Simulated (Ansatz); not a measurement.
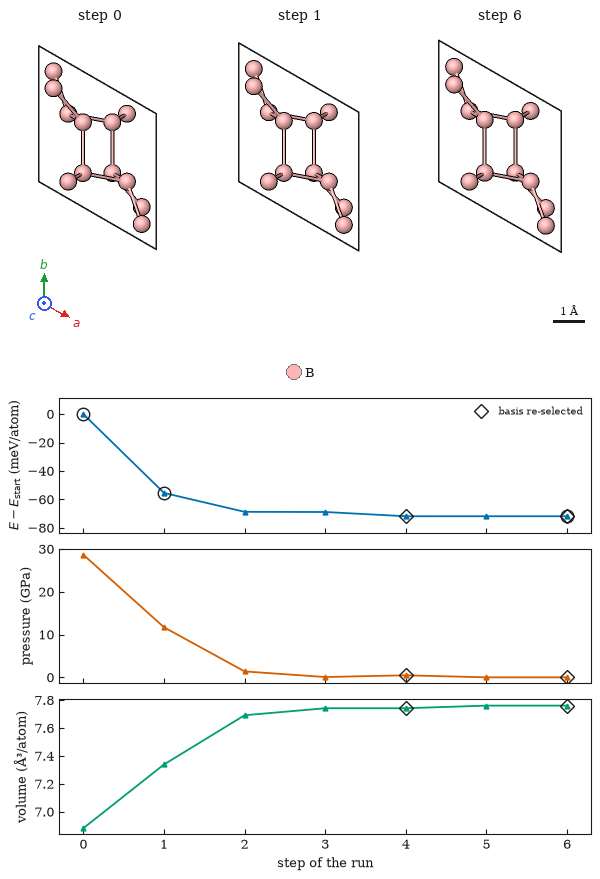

Frames of a relaxation of crystalline B (a generated structure, set up in Ia-3d) (coarse preliminary run), marked on the history of the run. Style: ball-and-stick. Shown: the cell of the calculation, along the c axis.

Computed with DFT PBE, scalar-relativistic, plane waves, PAW in Ansatz. Set-up: plane-wave cutoff 420 eV; k-point mesh 4 × 4 × 4; occupations gaussian; smearing width 0.1 eV; no spin polarisation; cell and atoms relaxed; force threshold 0.04 eV/Å; at most 70 steps.

**Describe the path.**

Over 4 accepted moves (6 points after the start) the energy falls by 71.8 meV per atom. All forces vanish by symmetry, so only the cell relaxes. The pressure goes from 28.66 to 0.02 GPa. The SCF was repeated twice at an unchanged geometry on a basis and grid sized afresh for the cell, which shifted the energy by 3.0 meV per atom at most. No atom moves by more than 0.005 Å relative to the cell. The drawn cell changes as follows: a = b = c 4.752 → 4.946 Å (+4.1 %); the volume changes by +12.8 %. Among the contacts that change: B–B 1.680 → 1.749 Å. The space group stays Ia-3d (No. 230). The run took 17 s on 1 thread of Arm Neoverse N1, with other jobs on the host, peak memory 0.33 GiB. From step 0 to 1: volume +6.6 %, energy −55.4 meV per atom. From step 1 to 6: volume +5.7 %, energy −16.4 meV per atom.

```json
{"step": "0", "E − E(0), meV/atom": "0.00", "pressure, GPa": "28.66", "volume, Å³/atom": "6.883", "note": ""}
{"step": "1", "E − E(0), meV/atom": "-55.41", "pressure, GPa": "11.72", "volume, Å³/atom": "7.339", "note": ""}
{"step": "2", "E − E(0), meV/atom": "-68.70", "pressure, GPa": "1.39", "volume, Å³/atom": "7.692", "note": ""}
{"step": "3", "E − E(0), meV/atom": "-68.82", "pressure, GPa": "0.09", "volume, Å³/atom": "7.742", "note": ""}
{"step": "4", "E − E(0), meV/atom": "-71.81", "pressure, GPa": "0.49", "volume, Å³/atom": "7.742", "note": "same geometry, new basis"}
{"step": "5", "E − E(0), meV/atom": "-71.80", "pressure, GPa": "0.01", "volume, Å³/atom": "7.761", "note": ""}
{"step": "6", "E − E(0), meV/atom": "-71.81", "pressure, GPa": "0.02", "volume, Å³/atom": "7.761", "note": "same geometry, new basis"}
```
